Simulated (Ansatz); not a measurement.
Structure of Se:

```cif
data_structure
_symmetry_space_group_name_H-M 'P 1'
_symmetry_Int_Tables_number 1
_cell_length_a 5.5600
_cell_length_b 5.5600
_cell_length_c 5.5600
_cell_angle_alpha 90.000
_cell_angle_beta 90.000
_cell_angle_gamma 90.000
_cell_volume 171.88
loop_
_atom_site_label
_atom_site_type_symbol
_atom_site_fract_x
_atom_site_fract_y
_atom_site_fract_z
_atom_site_occupancy
Se1 Se 0.00000 0.00000 0.00000 1
Se2 Se 0.50000 0.50000 0.50000 1
Se3 Se 0.25000 0.00000 0.50000 1
Se4 Se 0.75000 0.00000 0.50000 1
Se5 Se 0.50000 0.25000 0.00000 1
Se6 Se 0.50000 0.75000 0.00000 1
Se7 Se 0.00000 0.50000 0.25000 1
Se8 Se 0.00000 0.50000 0.75000 1
```

Basis of the simulation: the geometry relaxed with DFT, RPBE, plane waves (420 eV) with PAW, scalar-relativistic in Ansatz 0.2.0; the starting structure was generated, so it need not be a known form of this composition.

### Which powder rings are expected with 200 kV electrons? List the innermost 4, leaving out those under 3 % of the strongest.

| ring | radius | d (Å) | hkl |
| --- | --- | --- | --- |
| 1 | 3.60 nm⁻¹ | 2.78 | 200 |
| 2 | 4.02 nm⁻¹ | 2.49 | 210 |
| 3 | 4.41 nm⁻¹ | 2.27 | 211 |
| 4 | 6.23 nm⁻¹ | 1.605 | 222 |

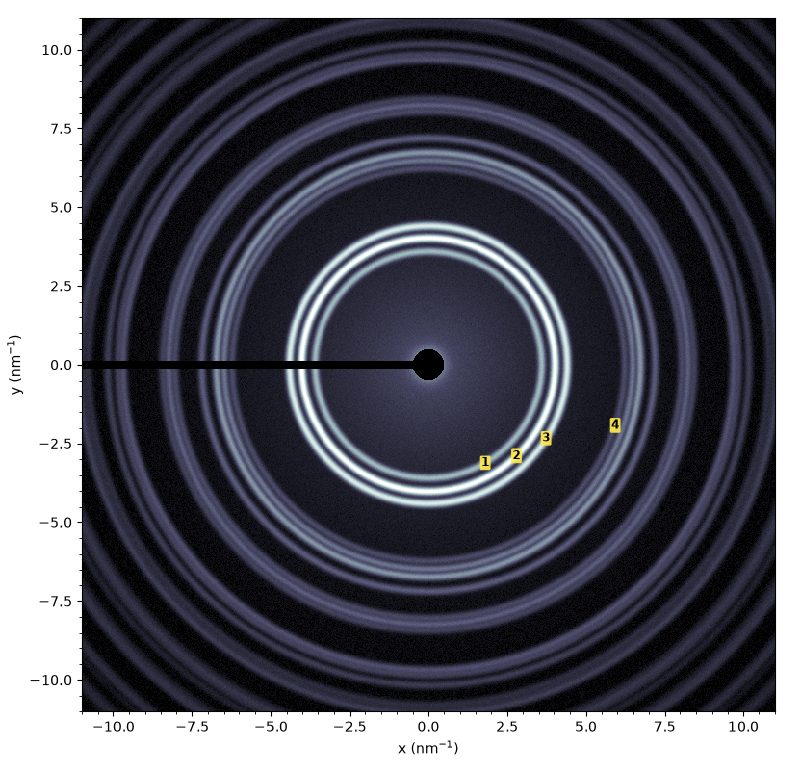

Simulated electron diffraction rings at 200 kV (λ = 0.0251 Å), scale in nm⁻¹ (radius = 1/d), for a fine-grained powder without texture. Kinematic intensities with B = 0.5 Å² for all atoms, without multiple scattering; brightness goes as intensity to the power 0.4, clipped at the top, with counting noise. Reflections closer than the ring width show as one ring. The numbers mark the rings of the table.
